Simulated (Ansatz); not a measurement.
Run report: GaSb, geometry relaxation (part 2 of 2)

Continued. System: GaSb (slab, 8 atoms in the cell). Method: DFT PBEsol, scalar-relativistic, plane waves, PAW, no spin polarisation (Ansatz 0.2.0); cutoff 420 eV, 7×5×1 k-mesh, Gaussian smearing of 0.1 eV. The structure derives from an entry of the Crystallography Open Database. The input holds or restrains some coordinates. Forces given for the steps count only the free coordinates. It belongs to a series of runs on one base structure; here: clean slab, lower half held.

Geometry of the input (Å; fractional positions):
```
4.3213  0.0000  0.0000
0.0000  6.1112  0.0000
0.0000  0.0000  23.4819
Ga 0.5000  0.5000  0.3620
Sb 0.0000  0.2500  0.3620
Ga 0.0000  0.0000  0.4540
Sb 0.5000  0.7500  0.4540
Ga 0.5000  0.5000  0.5460
Sb 0.0000  0.2500  0.5460
Ga 0.0000  0.0000  0.6380
Sb 0.5000  0.7500  0.6380
```

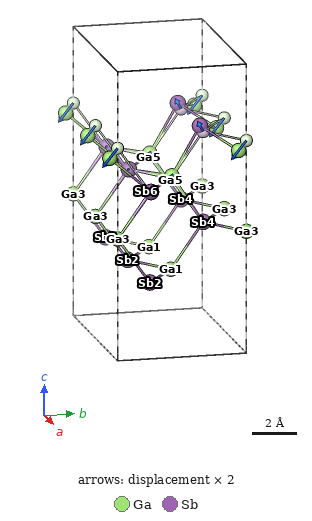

Fig. 1: Start (faint) and end (solid) with the displacements as blue arrows, magnified 2 times (ball-and-stick view of the 2 × 1 repeat of the cell, with the vacuum cut short, seen slightly off an axis). The energy falls by 57.1 meV per atom in 4 geometry steps. Largest force component: 0.89 eV/Å at the start, 0.017 eV/Å at the end. The largest move is that of Ga7, 0.58 Å. Largest moves by element: Ga 0.58 Å, Sb 0.30 Å. The cell stays as it was. Among the contacts that change: Sb4–Ga5 2.646 → 2.723 Å, Sb6–Ga7 2.646 → 2.606 Å, Ga3–Sb6 2.646 → 2.667 Å, Ga7–Sb8 2.646 → 2.626 Å. Among the angles that change: Ga5–Sb8–Ga7 109.5° → 90.8°, Ga3–Sb6–Ga7 109.5° → 95.0°, Sb6–Ga7–Sb8 109.5° → 123.7°. (Atoms are counted from 1 in the order of the input.)

```
WARN: The output density's exchange-correlation potential varies sharply where the density is thin. Do not read a vacuum level from v_tot or v_xc, or from such a field of the output density. On a cell that repeats whose density bears no net charge and no dipole along the vacuum's axis use v_es (v_loc + v_h of the components); under efield.dipole_correction with no amplitude use v_es + v_field, which holds any external_charges[].barrier, or the levels of the report's work_function block, which leave it out; under a non-zero efield.amplitude the vacuum is tilted and has no level; on a cell that repeats and bears such a dipole with no correction it is tilted too, and efield.dipole_correction with no amplitude gives each side of its ramp a level where efield: is served; in a cell that repeats whose density bears a net charge (total_charge, or a fill off its count) it is curved and has none; of a slab under crystal.periodic whose density bears no net charge use v_es, which has a level on each side, short of where the two are joined; of another it falls or rises all the way out and has none; of a slab beside external_charges read slab_vacuum_level instead, which it has where they leave it neutral. The grid or the basis barely resolves most such structure, and the values can differ between equally converged runs; as a rule a tighter scf.convergence.dr2_threshold does not remove it. Where the density itself ripples (under the LDA too) a higher basis.ecutwfc lessens it. The files hold the spikes' plane waves up to the density's cutoff. Files: v_tot_of_output_density and the like, and their columns of v_z.tsv (output.write_potential); v_xc_of_output_density and the like, and their columns of v_comp_z.tsv (output.write_potential_components). Measured: with its Gaussian average of σ = 0.25 Å subtracted twice, the exchange-correlation potential is over 0.1 eV at 121 of the grid points where the equally averaged density (valence and model cores) is under 1e-3 e/Å³, and 0.203 eV at the most among them, at an averaged density of 9.0e-4 e/Å³. The input density's (outcome.potential() and, of a run that writes arrays, v_tot and v_xc) is over 0.1 eV, so measured, at 119 points of its own thin density, 0.203 eV at the most. See output.write_potential in the manual, Limitations
SCF converged after 6 iterations
Free energy (F): -40603.639323 eV
Harris-Foulkes:  -40603.639323 eV  (|F-HF|=2.65e-8)
Internal energy: -40603.637914 eV  (E = F + TS)
E sigma→0 (E₀):  -40603.638618 eV
Entropy (-TS):   -0.001409 eV (-0.176 meV/atom)
Fermi energy:    -0.039379 eV
Dipole field:    D = 0.006117 V/Å  (p = 0.020963 e·Å, saw-weighted, corrected)
Work function:   Φ+ = 4.3936 eV   Φ− = 4.5373 eV
Levels:          The Fermi level and band energies are counted from a zero that moves with the ramp; work functions are not
--- Per-component energies (eV) ---
  E_band       = -1893.807029
  E_kinetic    = 1289.667847
  E_local      = -85142.373041  (includes V_loc(G=0)·N_el)
  E_nonlocal   = 3156.808162
  E_hartree    = 41515.912298
  E_xc         = -820.550199
  E_vxc        = -613.890014  (∫ρ·V_xc dr)
  E_paw        = -25793.020504  (= ΣΔE_a)
  E_vpaw       = -3615.848995  (= ΣTr[D̂ρ^β])
  E_aug_tail   = -0.000465  (compensation charges beyond the density's cutoff)
  E_efield     = 0.000064  (sawtooth field / dipole correction)
  E_vefield    = 0.003323  (∫n·V_field dr)
  E_ewald      = 25185.138584
  E_core_change = 4.779339  (= ΣΔE_core)
  E_smearing   = -0.001409  (= −TS)
  E_closure    = 0.000000  (closes the sum)
  Σ components = -40603.639323   (vs F -40603.639323, Δ=0.00e0)
--- Forces (eV/Å), atoms counted from 1 ---
  atom   1  Ga     0.00000000    -0.69724983     1.04921202
  atom   2  Sb     0.00000000     0.05573295    -1.12063620
  atom   3  Ga     0.00000000     0.29697384     0.24254985
  atom   4  Sb     0.00000000     0.35939931    -0.18067644
  atom   5  Ga     0.00000000    -0.01168731    -0.00369535
  atom   6  Sb     0.00000000    -0.01313546     0.01662550
  atom   7  Ga     0.00000000     0.01408758    -0.00611359
  atom   8  Sb     0.00000000    -0.00411843     0.00277080
  max |Σ_I F_I| component: 3.66e-5 eV/Å
--- Band table (eV; the first three rows and the last of 12) ---
  k-point 0: bands = ["-28.7711", "-28.7606", "-28.7604", "-28.7577", "-28.7474", "-28.7456", "-28.7400", "-28.7318", "-28.7302", "-28.7150", "-28.4776", "-28.4546", "-28.4281", "-28.4073", "-28.3969", "-28.2908", "-28.2821", "-28.1821", "-28.1672", "-28.1423", "-15.2219", "-15.1697", "-15.1583", "-15.1452", "-15.1338", "-15.1062", "-15.1047", "-15.0837", "-15.0831", "-15.0605", "-15.0567", "-15.0364", "-15.0289", "-15.0254", "-15.0202", "-14.9683", "-14.9586", "-14.9286", "-14.9097", "-14.9036", "-11.1709", "-10.2778", "-9.3202", "-8.9503", "-6.5716", "-5.6487", "-4.1601", "-3.0981", "-2.8270", "-2.3102", "-2.2992", "-1.5360", "-1.2576", "-0.6377", "-0.5686", "-0.1368", "0.3784", "1.0503", "1.4782", "1.6838", "2.1898", "2.3368", "2.8670", "3.2147", "3.5994", "3.9295", "4.1171", "4.3063"]
  k-point 1: bands = ["-28.7711", "-28.7604", "-28.7603", "-28.7578", "-28.7476", "-28.7454", "-28.7400", "-28.7318", "-28.7302", "-28.7150", "-28.4776", "-28.4546", "-28.4281", "-28.4073", "-28.3969", "-28.2908", "-28.2821", "-28.1820", "-28.1672", "-28.1423", "-15.2228", "-15.1698", "-15.1584", "-15.1450", "-15.1339", "-15.1063", "-15.1021", "-15.0829", "-15.0824", "-15.0615", "-15.0589", "-15.0360", "-15.0283", "-15.0257", "-15.0201", "-14.9694", "-14.9592", "-14.9288", "-14.9096", "-14.9034", "-11.0418", "-10.1959", "-9.4667", "-9.2671", "-6.1336", "-5.7450", "-4.4579", "-3.0109", "-2.7062", "-2.1948", "-2.1622", "-1.4566", "-1.1978", "-0.7284", "-0.4584", "-0.3948", "0.4223", "0.9795", "1.2854", "1.5994", "2.0172", "2.4054", "2.8422", "3.5911", "3.7097", "3.9455", "4.1938", "4.2093"]
  k-point 2: bands = ["-28.7711", "-28.7603", "-28.7602", "-28.7581", "-28.7478", "-28.7453", "-28.7400", "-28.7318", "-28.7302", "-28.7150", "-28.4776", "-28.4546", "-28.4281", "-28.4073", "-28.3969", "-28.2908", "-28.2821", "-28.1820", "-28.1672", "-28.1423", "-15.2241", "-15.1700", "-15.1587", "-15.1446", "-15.1340", "-15.1063", "-15.0972", "-15.0827", "-15.0800", "-15.0636", "-15.0629", "-15.0352", "-15.0275", "-15.0260", "-15.0200", "-14.9710", "-14.9602", "-14.9291", "-14.9095", "-14.9032", "-10.6676", "-10.1283", "-9.9156", "-9.5637", "-5.8346", "-5.4669", "-4.6813", "-3.7728", "-2.0076", "-1.7699", "-1.6386", "-1.2823", "-1.1342", "-1.0548", "-0.8785", "-0.4421", "0.0851", "0.7360", "1.1343", "1.7132", "2.0555", "2.7333", "2.9639", "3.3416", "3.9111", "4.0386", "4.3394", "4.5529"]
  k-point 11: bands = ["-28.7682", "-28.7618", "-28.7596", "-28.7571", "-28.7489", "-28.7467", "-28.7384", "-28.7300", "-28.7280", "-28.7160", "-28.4739", "-28.4557", "-28.4297", "-28.4070", "-28.3956", "-28.2875", "-28.2835", "-28.1817", "-28.1684", "-28.1407", "-15.2136", "-15.1666", "-15.1539", "-15.1406", "-15.1396", "-15.1222", "-15.1115", "-15.0983", "-15.0743", "-15.0568", "-15.0520", "-15.0343", "-15.0315", "-15.0242", "-15.0182", "-14.9599", "-14.9523", "-14.9455", "-14.9143", "-14.8963", "-9.7484", "-9.5378", "-9.0326", "-8.7674", "-6.3955", "-6.2562", "-6.1730", "-5.9490", "-3.1795", "-2.9970", "-2.5687", "-2.3181", "-1.9405", "-1.5931", "-1.1965", "-0.5868", "0.1758", "1.0567", "1.9425", "2.3849", "2.5647", "3.3190", "3.6233", "3.9193", "4.1923", "4.4776", "4.8929", "5.0188"]
--- Relaxed structure (5 steps of the walk, 5 accepted, 0 SCFs on fresh bases) ---
  F+E_penalty+E_count = -40603.63932268 eV   max|allowed force component| = 1.663e-2 eV/Å
  atoms:
    - { symbol: Ga, position: [0.5, 0.5, 0.3619803697] }
    - { symbol: Sb, position: [0.0, 0.25, 0.3619803697] }
    - { symbol: Ga, position: [0.0, 0.0, 0.45399345659999996] }
    - { symbol: Sb, position: [0.5, 0.7499999999999999, 0.45399345659999996] }
    - { symbol: Ga, position: [0.5, 0.5081490307869356, 0.5513692822974631] }
    - { symbol: Sb, position: [0.0, 0.25960505700366576, 0.5452951363597651] }
    - { symbol: Ga, position: [0.0, -0.05997941302601897, 0.6187945652256601] }
    - { symbol: Sb, position: [0.5, 0.7257251537313247, 0.6492624411857] }
```

**Trajectory as extended XYZ (Å, eV, eV/Å), 5 frames, from step=1 to step=5**
```
8
Lattice="4.3213 0.0000 0.0000 0.0000 6.1112 0.0000 0.0000 0.0000 23.4819" Properties=species:S:1:pos:R:3:forces:R:3 step=1 energy=-40603.18217
Ga    2.1606    3.0556    8.5000    0.0000  -0.5143   0.8855
Sb    0.0000    1.5278    8.5000    0.0000   0.0053  -0.8306
Ga    0.0000    0.0000   10.6606    0.0000   0.0456   0.0035
Sb    2.1606    4.5834   10.6606    0.0000   0.4633  -0.4425
Ga    2.1606    3.0556   12.8213    0.0000   0.0456  -0.0034
Sb    0.0000    1.5278   12.8213    0.0000   0.4633   0.4425
Ga    0.0000    0.0000   14.9819    0.0000  -0.5143  -0.8855
Sb    2.1606    4.5834   14.9819    0.0000   0.0053   0.8306
8
Lattice="4.3213 0.0000 0.0000 0.0000 6.1112 0.0000 0.0000 0.0000 23.4819" Properties=species:S:1:pos:R:3:forces:R:3 step=2 energy=-40603.47406
Ga    2.1606    3.0556    8.5000    0.0000  -0.6313   0.9892
Sb    0.0000    1.5278    8.5000    0.0000   0.0329  -0.9854
Ga    0.0000    0.0000   10.6606    0.0000   0.3061   0.3394
Sb    2.1606    4.5834   10.6606    0.0000   0.5332  -0.4092
Ga    2.1606    3.0995   12.8537    0.0000   0.2103   0.2853
Sb    0.0000    1.6058   12.8555    0.0000  -0.0171  -0.0478
Ga    0.0000   -0.1124   14.8228    0.0000  -0.3828  -0.5091
Sb    2.1606    4.5327   15.1341    0.0000  -0.0514   0.3386
8
Lattice="4.3213 0.0000 0.0000 0.0000 6.1112 0.0000 0.0000 0.0000 23.4819" Properties=species:S:1:pos:R:3:forces:R:3 step=3 energy=-40603.60621
Ga    2.1606    3.0556    8.5000    0.0000  -0.6909   1.0246
Sb    0.0000    1.5278    8.5000    0.0000   0.0579  -1.0750
Ga    0.0000    0.0000   10.6606    0.0000   0.3708   0.3643
Sb    2.1606    4.5834   10.6606    0.0000   0.4876  -0.3030
Ga    2.1606    3.1398   12.9125    0.0000   0.0425   0.2404
Sb    0.0000    1.6217   12.8333    0.0000  -0.0568  -0.0879
Ga    0.0000   -0.2296   14.6670    0.0000  -0.1865  -0.1998
Sb    2.1606    4.4946   15.2325    0.0000  -0.0240   0.0365
8
Lattice="4.3213 0.0000 0.0000 0.0000 6.1112 0.0000 0.0000 0.0000 23.4819" Properties=species:S:1:pos:R:3:forces:R:3 step=4 energy=-40603.63765
Ga    2.1606    3.0556    8.5000    0.0000  -0.6867   1.0509
Sb    0.0000    1.5278    8.5000    0.0000   0.0509  -1.1020
Ga    0.0000    0.0000   10.6606    0.0000   0.2828   0.2440
Sb    2.1606    4.5834   10.6606    0.0000   0.3245  -0.1412
Ga    2.1606    3.0906   12.9538    0.0000   0.0560  -0.0153
Sb    0.0000    1.5717   12.8179    0.0000   0.0250   0.0043
Ga    0.0000   -0.3541   14.5732    0.0000  -0.0524  -0.0463
Sb    2.1606    4.4279   15.2564    0.0000   0.0010   0.0066
8
Lattice="4.3213 0.0000 0.0000 0.0000 6.1112 0.0000 0.0000 0.0000 23.4819" Properties=species:S:1:pos:R:3:forces:R:3 step=5 energy=-40603.63932
Ga    2.1606    3.0556    8.5000    0.0000  -0.6973   1.0492
Sb    0.0000    1.5278    8.5000    0.0000   0.0557  -1.1206
Ga    0.0000    0.0000   10.6606    0.0000   0.2970   0.2425
Sb    2.1606    4.5834   10.6606    0.0000   0.3594  -0.1807
Ga    2.1606    3.1054   12.9472    0.0000  -0.0117  -0.0037
Sb    0.0000    1.5865   12.8046    0.0000  -0.0131   0.0166
Ga    0.0000   -0.3665   14.5305    0.0000   0.0141  -0.0061
Sb    2.1606    4.4351   15.2459    0.0000  -0.0041   0.0028
```

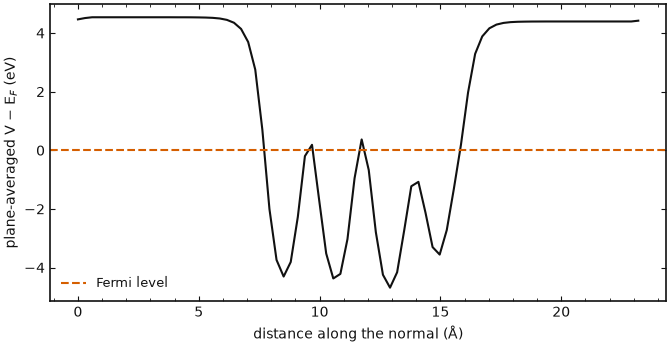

Fig. 2: Plane average of the electrostatic potential energy of an electron across the cell, from the Fermi level. The vacuum level lies 4.39 eV above the Fermi level on the upper side and 4.54 eV on the lower.

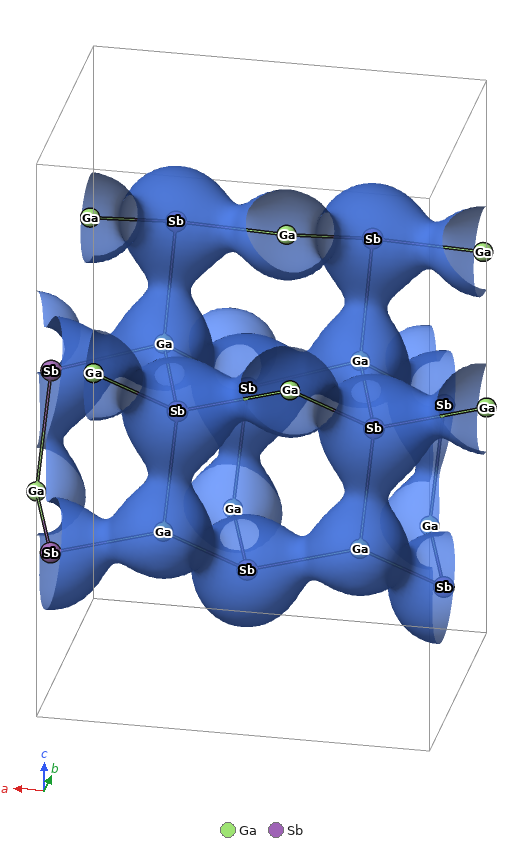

Fig. 3: Isosurface of the valence charge density (pseudo) at 0.3 e/Å³ (blue), seen at an oblique angle. Sticks mark near contacts. At this value the density is joined into sheets; it holds about 85 % of the electrons treated as valence (semicore included). On the grid the lowest density along these lines, outside the cores, is 0.42 e/Å³ (Ga–Sb, 2.61 Å), 0.39 e/Å³ (Ga–Sb, 2.66 Å) and 0.35 e/Å³ (Ga–Sb, 2.72 Å). The fields are those of the smooth PAW valence density.

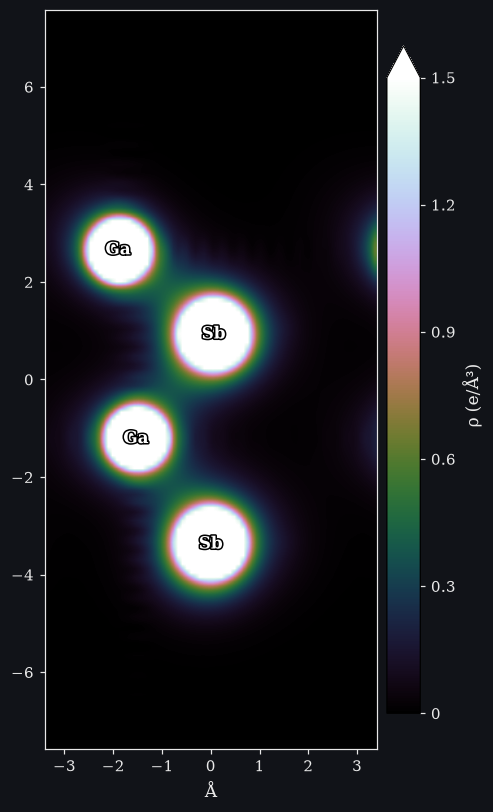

Fig. 4: Valence pseudo-density on the (100) plane of the calculation cell, a cut from vacuum to vacuum. Atoms in the plane: Sb and Ga. Ga–Sb (2.61 Å): ρ at the midpoint is about 0.44 e/Å³. Ga–Sb (2.65 Å): ρ at the midpoint is about 0.39 e/Å³. The density dies away to nearly zero in the vacuum.

**Key numbers**

```tsv
quantity	value
outcome	converged under the restraints of the input
electrons treated	112
free energy	−40603.6393 eV
work function, top face	4.39 eV
work function, bottom face	4.54 eV
Fermi energy	−0.039 eV
gap on the k-point mesh	0.22 eV
final volume	620.12 Å³
work function (upper face)	4.39 eV
largest force (length of the vector) at the end, held atoms and coordinates included	1.260 eV/Å
wall time	95 s (CPU time 3.1 min)
peak memory	1.2 GiB
```

**Notes**

Warnings of the run: the exchange-correlation potential is rough where the density is thin.
